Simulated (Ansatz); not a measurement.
System: layered hexagonal BN, space group P6_3/mmc, 4 atoms in the cell; a = 2.498 Å, c = 6.636 Å (hexagonal axes). The share of short-range exact exchange is varied in a hybrid of HSE form (ω = 0.2 Å⁻¹). Level of theory: Ansatz PAW, no spin polarisation, no spin-orbit coupling, 6×6×2 k mesh, 420 eV cutoff, Fermi-Dirac smearing of 0.05 eV; code Ansatz.

At 40 % the lowest conduction levels at the points plotted lie 6.47 eV (M), 6.98 eV (L), 7.01 eV (H) and 7.22 eV (Γ) above the valence top at H.

Q: How does each level move from 25 % to 50 %?

A: M rises by 1.42 eV, L rises by 1.45 eV, H rises by 1.54 eV and Γ rises by 1.27 eV. Straight lines have slopes of +0.57 at M, +0.58 at L, +0.62 at H and +0.51 at Γ (eV for each 10 % of exact exchange). The lowest is the one at M, over the whole range, so among these points the gap stays indirect.

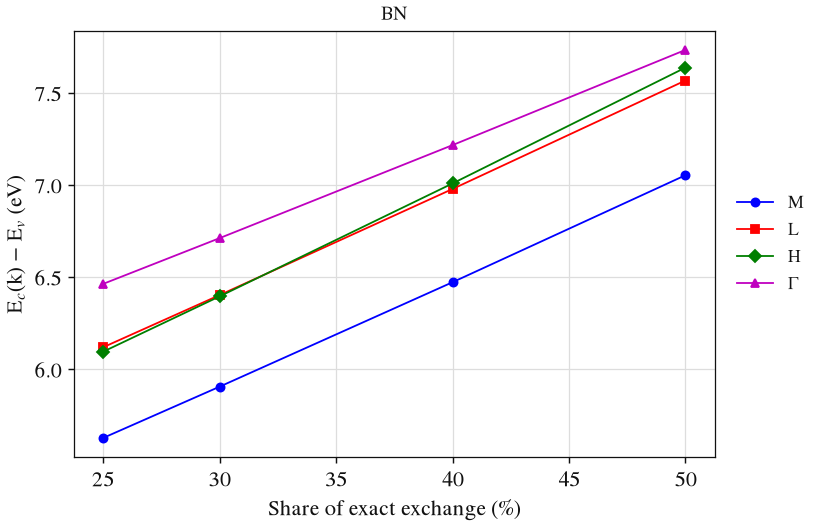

Lowest conduction level at each named k point, counted from the valence-band top at H.

```csv
exact exchange,M (eV),L (eV),H (eV),Γ (eV)
25 %,5.63,6.12,6.10,6.46
30 %,5.91,6.40,6.40,6.71
40 %,6.47,6.98,7.01,7.22
50 %,7.05,7.57,7.64,7.73
```

The k mesh is coarse, so the values aren't converged, least of all with exact exchange. The PAW data sets were made with another functional. So large a share of exact exchange usually overstates gaps.
